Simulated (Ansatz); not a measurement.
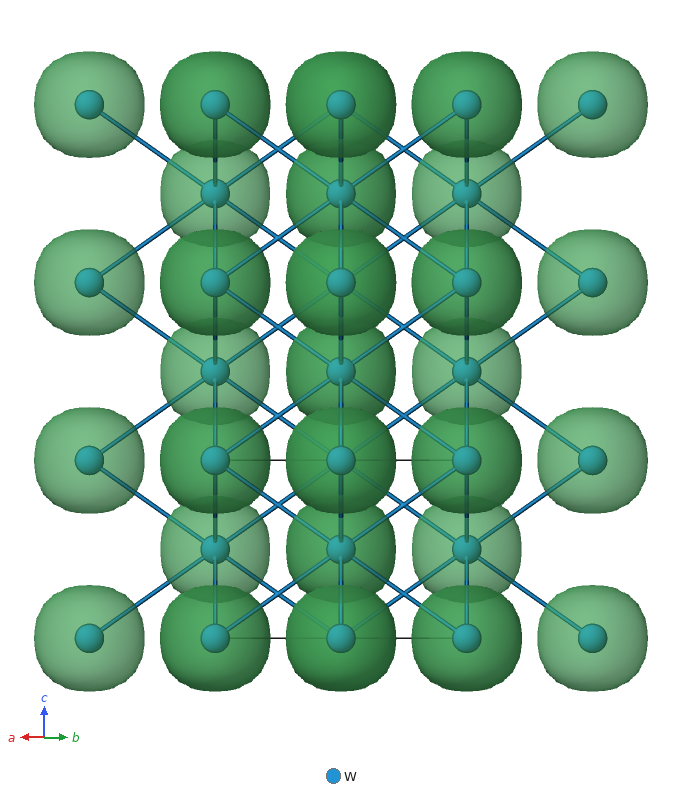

The picture shows: W. Isosurface of the valence electron density at 0.8 e/Å³ (green), seen along [110]. Sticks mark near contacts.

Space group Im-3m; computed pressure about 14 GPa in this cell.

Method: Ansatz 0.2.0, Kohn-Sham DFT of a periodic cell, HSE06, Ansatz PAW.

In a PAW calculation such maps are meaningful between the atoms, not at the nuclei.

Which contacts does the surface bridge?

At this value the density breaks into separate islands; it holds about 65 % of the electrons treated as valence (semicore included). It bridges none of the near contacts. It is pinched off along the shortest W–W (2.70 Å) contacts. On the grid the lowest density along these lines, outside the cores, is 0.44 e/Å³ (W–W, 2.70 Å).
